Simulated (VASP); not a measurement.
Single-point calculation, with input and output: Mo (part 2 of 3)

Mo (Im-3m, 18 atoms in the cell); Kohn-Sham DFT of a periodic cell, PBE, VASP PAW PBE potentials, recommended, no spin polarisation (VASP 6.6.1); cutoff 520 eV, 3×3×5 k-mesh, methfessel-paxton of 0.1 eV. The structure derives from a Materials Project entry. It belongs to a series of runs on one base structure; here: grid = ENCUT=520 dk=0.35 cell=3x3x2 ISMEAR=1 SIGMA=0.1 LREAL=Auto EDIFF=1e-06. The settings are looser than a standard set-up, so the numbers are not reference values.

Geometry of the input (Å; fractional positions):
```
-4.7514  4.7514  4.7514
4.7514  -4.7514  4.7514
3.1676  3.1676  -3.1676
Mo 0.0000  0.0000  0.0000
Mo -0.0000  -0.0000  0.5000
Mo -0.0000  0.3333  0.0000
Mo -0.0000  0.3333  0.5000
Mo -0.0000  0.6667  0.0000
Mo -0.0000  0.6667  0.5000
Mo 0.3333  0.0000  0.0000
Mo 0.3333  0.0000  0.5000
Mo 0.3333  0.3333  0.0000
Mo 0.3333  0.3333  0.5000
Mo 0.3333  0.6667  0.0000
Mo 0.3333  0.6667  0.5000
Mo 0.6667  0.0000  0.0000
Mo 0.6667  0.0000  0.5000
Mo 0.6667  0.3333  0.0000
Mo 0.6667  0.3333  0.5000
Mo 0.6667  0.6667  0.0000
Mo 0.6667  0.6667  0.5000
```

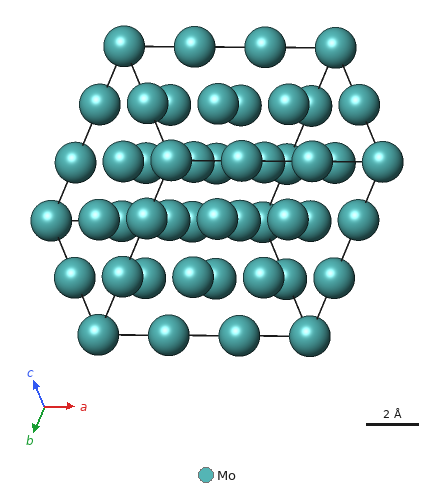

The structure (spheres-only view of the cell of the calculation, seen at an oblique angle). An atom can appear more than once, as a periodic image.

Parts of OUTCAR, continued:
```
 k-point     2 :       0.3333    0.0000    0.0000
  band No.  band energies     occupation
      1     -48.9270      2.00000
      2     -48.8544      2.00000
      3     -48.7982      2.00000
      4     -48.7982      2.00000
      5     -48.7285      2.00000
      6     -48.7285      2.00000
      7     -48.7169      2.00000
      8     -48.7154      2.00000
      9     -48.7081      2.00000
     10     -48.7079      2.00000
     11     -48.7078      2.00000
     12     -48.6913      2.00000
     13     -48.6913      2.00000
     14     -48.6913      2.00000
     15     -48.6688      2.00000
     16     -48.6172      2.00000
     17     -48.5944      2.00000
     18     -48.5684      2.00000
     19     -23.5628      2.00000
     20     -23.5516      2.00000
     21     -23.5038      2.00000
     22     -23.4368      2.00000
     23     -23.4142      2.00000
     24     -23.4136      2.00000
     25     -23.3880      2.00000
     26     -23.3872      2.00000
     27     -23.3866      2.00000
     28     -23.3546      2.00000
     29     -23.3506      2.00000
     30     -23.3051      2.00000
     31     -23.2986      2.00000
     32     -23.2384      2.00000
     33     -23.1236      2.00000
     34     -23.0909      2.00000
     35     -23.0909      2.00000
     36     -23.0547      2.00000
     37     -23.0517      2.00000
     38     -22.9843      2.00000
     39     -22.9522      2.00000
     40     -22.8954      2.00000
     41     -22.8952      2.00000
     42     -22.8572      2.00000
     43     -22.8554      2.00000
     44     -22.8312      2.00000
     45     -22.8146      2.00000
     46     -22.7204      2.00000
     47     -22.7191      2.00000
     48     -22.7125      2.00000
     49     -22.6926      2.00000
     50     -22.6766      2.00000
     51     -22.6754      2.00000
     52     -22.6715      2.00000
     53     -22.5271      2.00000
     54     -22.5255      2.00000
     55     -22.4861      2.00000
     56     -22.4384      2.00000
     57     -22.4256      2.00000
     58     -22.4130      2.00000
     59     -22.4007      2.00000
     60     -22.3999      2.00000
     61     -22.3971      2.00000
     62     -22.3584      2.00000
     63     -22.3281      2.00000
     64     -22.3235      2.00000
     65     -22.3216      2.00000
     66     -22.3159      2.00000
     67     -22.3142      2.00000
     68     -22.3106      2.00000
     69     -22.2875      2.00000
     70     -22.2661      2.00000
     71     -22.2601      2.00000
     72     -22.2571      2.00000
     73       5.6683      2.00000
     74       6.8532      2.00000
     75       7.1512      2.00000
     76       7.2078      2.00000
     77       7.5068      2.00000
     78       7.5569      2.00000
     79       7.6348      2.00000
     80       7.6351      2.00000
     81       7.6366      2.00000
     82       7.6366      2.00000
     83       7.7266      2.00000
     84       7.7968      2.00000
     85       7.9059      2.00000
     86       8.2462      2.00000
     87       8.2753      2.00000
     88       8.2758      2.00000
     89       8.3003      2.00000
     90       8.3138      2.00000
     91       8.3439      2.00000
     92       8.6594      2.00000
     93       8.7199      2.00000
     94       9.0420      2.00000
     95       9.0516      2.00000
     96       9.1061      2.00000
     97       9.1551      2.00000
     98       9.2797      2.00000
     99       9.2803      2.00000
    100       9.3209      2.00000
    101       9.3862      2.00000
    102       9.3866      2.00000
    103       9.4051      2.00000
    104       9.4823      2.00000
    105       9.7583      2.00000
    106       9.7593      2.00000
    107      10.0614      2.00000
    108      10.4397      2.00000
    109      10.4407      2.00000
    110      10.4553      2.00000
    111      10.7084      2.00000
    112      10.7265      2.00000
    113      10.7358      2.00000
    114      10.8049      2.00000
    115      10.9280      2.00000
    116      10.9947      2.00000
    117      10.9951      2.00000
    118      11.2396      2.00000
    119      11.4878      2.00000
    120      11.6944      2.00000
    121      11.6946      2.00000
    122      11.8675      2.00000
    123      12.2940      1.88362
    124      12.3170      1.64773
    125      12.8912     -0.00000
    126      13.2366     -0.00000
    127      13.2373     -0.00000
    128      13.2723     -0.00000
    129      13.2962     -0.00000
    130      13.3858     -0.00000
    131      13.3890     -0.00000
    132      13.4048     -0.00000
    133      13.4904     -0.00000
    134      13.6021     -0.00000
    135      13.6265     -0.00000
    136      13.7016     -0.00000
    137      13.7103     -0.00000
    138      13.7448     -0.00000

 k-point     3 :       0.3333    0.3333    0.0000
  band No.  band energies     occupation
      1     -48.8765      2.00000
      2     -48.8765      2.00000
      3     -48.8765      2.00000
      4     -48.7337      2.00000
      5     -48.7337      2.00000
      6     -48.7337      2.00000
      7     -48.7236      2.00000
      8     -48.7206      2.00000
      9     -48.7007      2.00000
     10     -48.7007      2.00000
     11     -48.7007      2.00000
     12     -48.6978      2.00000
     13     -48.6978      2.00000
     14     -48.6722      2.00000
     15     -48.6722      2.00000
     16     -48.6239      2.00000
     17     -48.6239      2.00000
     18     -48.5490      2.00000
     19     -23.5395      2.00000
     20     -23.5395      2.00000
     21     -23.5382      2.00000
     22     -23.5382      2.00000
     23     -23.5378      2.00000
     24     -23.4238      2.00000
     25     -23.4238      2.00000
     26     -23.3685      2.00000
     27     -23.3678      2.00000
     28     -23.3678      2.00000
     29     -23.3305      2.00000
     30     -23.3013      2.00000
     31     -23.3003      2.00000
     32     -23.3003      2.00000
     33     -23.1972      2.00000
     34     -23.1620      2.00000
     35     -23.0893      2.00000
     36     -22.9654      2.00000
     37     -22.9654      2.00000
     38     -22.8699      2.00000
     39     -22.8699      2.00000
     40     -22.7410      2.00000
     41     -22.7365      2.00000
     42     -22.7365      2.00000
     43     -22.7350      2.00000
     44     -22.7264      2.00000
     45     -22.7264      2.00000
     46     -22.7091      2.00000
     47     -22.7091      2.00000
     48     -22.7087      2.00000
     49     -22.7084      2.00000
     50     -22.7084      2.00000
     51     -22.7042      2.00000
     52     -22.7031      2.00000
     53     -22.7031      2.00000
     54     -22.6917      2.00000
     55     -22.4710      2.00000
     56     -22.4710      2.00000
     57     -22.4275      2.00000
     58     -22.4183      2.00000
     59     -22.3780      2.00000
     60     -22.3780      2.00000
     61     -22.3774      2.00000
     62     -22.3713      2.00000
     63     -22.3713      2.00000
     64     -22.3709      2.00000
     65     -22.3393      2.00000
     66     -22.3393      2.00000
     67     -22.3260      2.00000
     68     -22.3240      2.00000
     69     -22.3240      2.00000
     70     -22.2957      2.00000
     71     -22.2957      2.00000
     72     -22.2951      2.00000
     73       6.5700      2.00000
     74       6.5700      2.00000
     75       6.5702      2.00000
     76       7.2587      2.00000
     77       7.3273      2.00000
     78       7.4080      2.00000
     79       7.4080      2.00000
     80       7.4547      2.00000
     81       7.4547      2.00000
     82       7.4551      2.00000
     83       8.1405      2.00000
     84       8.1405      2.00000
     85       8.1492      2.00000
     86       8.1492      2.00000
     87       8.2593      2.00000
     88       8.3202      2.00000
     89       8.3205      2.00000
     90       8.3205      2.00000
     91       8.4993      2.00000
     92       9.0729      2.00000
     93       9.0729      2.00000
     94       9.1130      2.00000
     95       9.1136      2.00000
     96       9.1136      2.00000
     97       9.1344      2.00000
     98       9.2980      2.00000
     99       9.2980      2.00000
    100       9.4102      2.00000
    101       9.4771      2.00000
    102       9.4771      2.00000
    103       9.4771      2.00000
    104       9.8000      2.00000
    105       9.8000      2.00000
    106      10.3904      2.00000
    107      10.3928      2.00000
    108      10.3929      2.00000
    109      10.3929      2.00000
    110      10.4280      2.00000
    111      10.4280      2.00000
    112      10.4283      2.00000
    113      10.4962      2.00000
    114      10.4962      2.00000
    115      10.4971      2.00000
    116      10.5384      2.00000
    117      10.5384      2.00000
    118      11.0077      2.00000
    119      11.2836      2.00000
    120      11.2836      2.00000
    121      12.1667      2.02029
    122      12.1667      2.02029
    123      12.5646     -0.01334
    124      12.5663     -0.01258
    125      12.5663     -0.01257
    126      12.5674     -0.01214
    127      12.5677     -0.01202
    128      12.5677     -0.01202
    129      12.9258     -0.00000
    130      12.9258     -0.00000
    131      13.0643     -0.00000
    132      13.0652     -0.00000
    133      13.1911     -0.00000
    134      13.1912     -0.00000
    135      13.1925     -0.00000
    136      13.3885     -0.00000
    137      13.3890     -0.00000
    138      13.3996     -0.00000

 k-point     4 :      -0.3333    0.3333    0.0000
  band No.  band energies     occupation
      1     -48.9270      2.00000
      2     -48.8544      2.00000
      3     -48.7982      2.00000
      4     -48.7982      2.00000
      5     -48.7285      2.00000
      6     -48.7285      2.00000
      7     -48.7272      2.00000
      8     -48.7272      2.00000
      9     -48.7154      2.00000
     10     -48.6913      2.00000
     11     -48.6913      2.00000
     12     -48.6876      2.00000
     13     -48.6788      2.00000
     14     -48.6788      2.00000
     15     -48.6532      2.00000
     16     -48.6532      2.00000
     17     -48.6363      2.00000
     18     -48.5387      2.00000
     19     -23.5512      2.00000
     20     -23.5405      2.00000
     21     -23.4957      2.00000
     22     -23.4957      2.00000
     23     -23.4360      2.00000
     24     -23.4360      2.00000
     25     -23.4208      2.00000
     26     -23.4138      2.00000
     27     -23.4138      2.00000
     28     -23.3868      2.00000
     29     -23.3868      2.00000
     30     -23.3213      2.00000
     31     -23.3213      2.00000
     32     -23.1894      2.00000
     33     -23.1607      2.00000
     34     -23.1521      2.00000
     35     -23.0917      2.00000
     36     -23.0917      2.00000
     37     -22.8958      2.00000
     38     -22.8958      2.00000
     39     -22.8908      2.00000
     40     -22.8726      2.00000
     41     -22.8726      2.00000
     42     -22.8308      2.00000
     43     -22.7901      2.00000
     44     -22.7901      2.00000
     45     -22.7418      2.00000
     46     -22.6771      2.00000
     47     -22.6771      2.00000
     48     -22.6696      2.00000
     49     -22.6635      2.00000
     50     -22.6635      2.00000
     51     -22.6577      2.00000
     52     -22.5643      2.00000
     53     -22.5643      2.00000
     54     -22.5262      2.00000
     55     -22.5262      2.00000
     56     -22.4789      2.00000
     57     -22.4789      2.00000
     58     -22.4365      2.00000
     59     -22.4348      2.00000
     60     -22.4348      2.00000
     61     -22.4253      2.00000
     62     -22.4000      2.00000
     63     -22.4000      2.00000
     64     -22.3821      2.00000
     65     -22.3216      2.00000
     66     -22.3216      2.00000
     67     -22.3143      2.00000
     68     -22.3143      2.00000
     69     -22.3088      2.00000
     70     -22.2684      2.00000
     71     -22.2624      2.00000
     72     -22.2592      2.00000
     73       5.6682      2.00000
     74       6.8530      2.00000
     75       7.0979      2.00000
     76       7.1209      2.00000
     77       7.1514      2.00000
     78       7.4942      2.00000
     79       7.6348      2.00000
     80       7.6348      2.00000
     81       7.6366      2.00000
     82       7.6366      2.00000
     83       7.7483      2.00000
     84       7.7483      2.00000
     85       8.0600      2.00000
     86       8.0709      2.00000
     87       8.0709      2.00000
     88       8.2753      2.00000
     89       8.2753      2.00000
     90       8.7423      2.00000
     91       8.7423      2.00000
     92       9.0510      2.00000
     93       9.2619      2.00000
     94       9.2619      2.00000
     95       9.2805      2.00000
     96       9.2805      2.00000
     97       9.3869      2.00000
     98       9.3869      2.00000
     99       9.5200      2.00000
    100       9.5336      2.00000
    101       9.7590      2.00000
    102       9.7590      2.00000
    103       9.7826      2.00000
    104       9.7826      2.00000
    105       9.9750      2.00000
    106       9.9750      2.00000
    107      10.0608      2.00000
    108      10.1661      2.00000
    109      10.1661      2.00000
    110      10.4402      2.00000
    111      10.4402      2.00000
    112      10.4745      2.00000
    113      10.4745      2.00000
    114      10.7077      2.00000
    115      10.7362      2.00000
    116      10.9274      2.00000
    117      10.9948      2.00000
    118      10.9948      2.00000
    119      11.0393      2.00000
    120      11.0393      2.00000
    121      11.0575      2.00000
    122      11.4894      2.00000
    123      11.6706      2.00000
    124      11.6945      2.00000
    125      11.6945      2.00000
    126      12.4957     -0.06587
    127      12.6858     -0.00004
    128      12.6858     -0.00004
    129      12.8928     -0.00000
    130      13.0032     -0.00000
    131      13.0033     -0.00000
    132      13.2022     -0.00000
    133      13.2367     -0.00000
    134      13.2371     -0.00000
    135      13.3847     -0.00000
    136      13.4047     -0.00000
    137      13.6039     -0.00000
    138      13.7426     -0.00000
```
